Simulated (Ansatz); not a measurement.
**C: density, localisation and related maps**

Input

```
crystal:
  lattice:
    - [-2.3562356169, 2.3562356169, 2.4655455167]
    - [2.3562356169, -2.3562356169, 2.4655455167]
    - [2.3562356169, 2.3562356169, -2.4655455167]
  atoms:
    - { symbol: C, position: [0.3254551632, 0.0, 0.0] }
    - { symbol: C, position: [0.6745448368, 0.6745448368, 0.6745448368] }
    - { symbol: C, position: [0.0, 0.3254551632, 0.0] }
    - { symbol: C, position: [0.0, 0.0, 0.3254551632] }
    - { symbol: C, position: [0.0, 0.6745448368, 0.0] }
    - { symbol: C, position: [0.3254551632, 0.3254551632, 0.3254551632] }
    - { symbol: C, position: [0.6745448368, 0.0, 0.0] }
    - { symbol: C, position: [0.0, 0.0, 0.6745448368] }
basis:
  ecutwfc: 500
kpoints:
  mp_grid: { grid: [8, 8, 8] }
hamiltonian:
  xc: r2scan
scf:
  occupations: { method: gaussian, width: 0.05 }
output:
  forces: true
  stress: true
  eigenvalues: true
  write_density: true
  write_potential: true
  elf: true
  volumetric_format: npy
```

Launched as:

```sh
ansatz run input.yaml --threads 2 --pin off --max-ram 5120MiB --backend cpu --events-out ev --progress --plain --runs-dir out
```

Below, planes, directions and counts refer to the conventional cell (a = 4.71 Å, b = 4.71 Å, c = 4.93 Å, α = 90.00°, β = 90.00°, γ = 90.00°).

Space group I4/mmm; a structure from a database of computed crystals, not necessarily the ambient phase; changed on purpose from its base cell (strain -0.030 along x and y, +0.015 along z, atoms carried along); not relaxed (largest force 1.0 eV/Å); computed pressure about 17 GPa in this cell.

These are results of DFT r2SCAN, scalar-relativistic, plane waves, PAW (Ansatz), not measurements.

In a PAW calculation such maps are meaningful between the atoms, not at the nuclei.

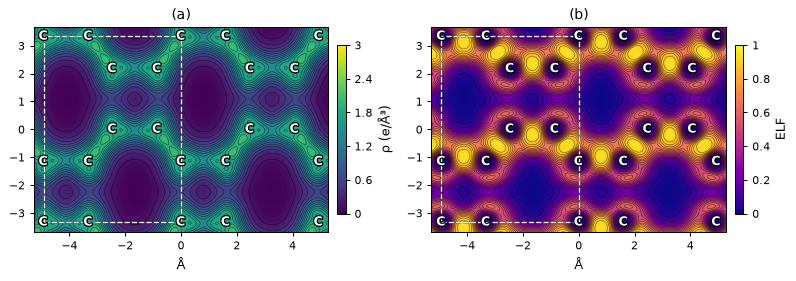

Figure 1. (a) valence charge density (pseudo); (b) electron localisation function on the (11̄0) plane of the conventional cell.

Question: Read the bonding off the picture.

Answer:
- Atoms in the plane: C.
- C–C (1.45 Å): the density is about 1.9 e/Å³ at the midpoint; the ELF peaks at about 0.95 between the atoms; a covalent bond.
- C–C (1.60 Å): ρ at the midpoint is about 1.4 e/Å³; the ELF peaks at about 0.90 between the atoms (a shared electron pair).
- Between the atoms the lowest density in this plane is 0.02 e/Å³.

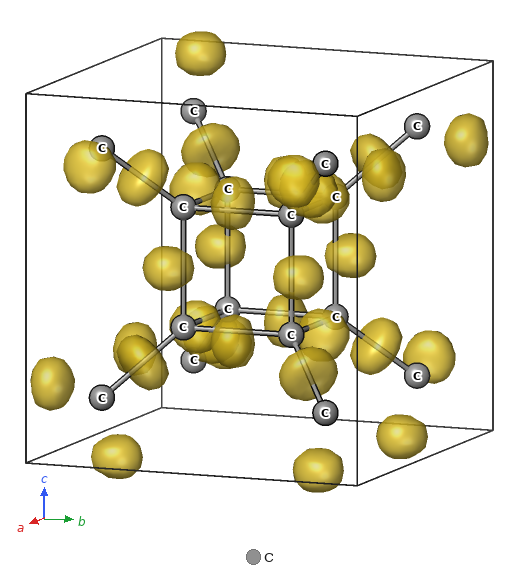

Figure 2. Isosurface of the electron localisation function at 0.85 (yellow), seen slightly off an axis. Only the valence region is drawn (cores and ρ < 0.01 e/Å³ removed). Sticks mark near contacts.

Question: What do the ELF domains correspond to?

Answer: At this value the surface marks out 32 regions between bonded C–C atoms (shared pairs), counted in one cell of 16 atoms. Regions shared between cells count once. Along the contacts the grid gives the following. C–C (1.53 Å): the ELF peaks at about 0.95 between the atoms: localised, covalent bonding.

Question: Does the calculation give a band gap?

Answer: It is gapped, with a Kohn–Sham gap of 2.5 eV on the k-point mesh (the band edges may lie off the mesh, which would make the gap smaller).
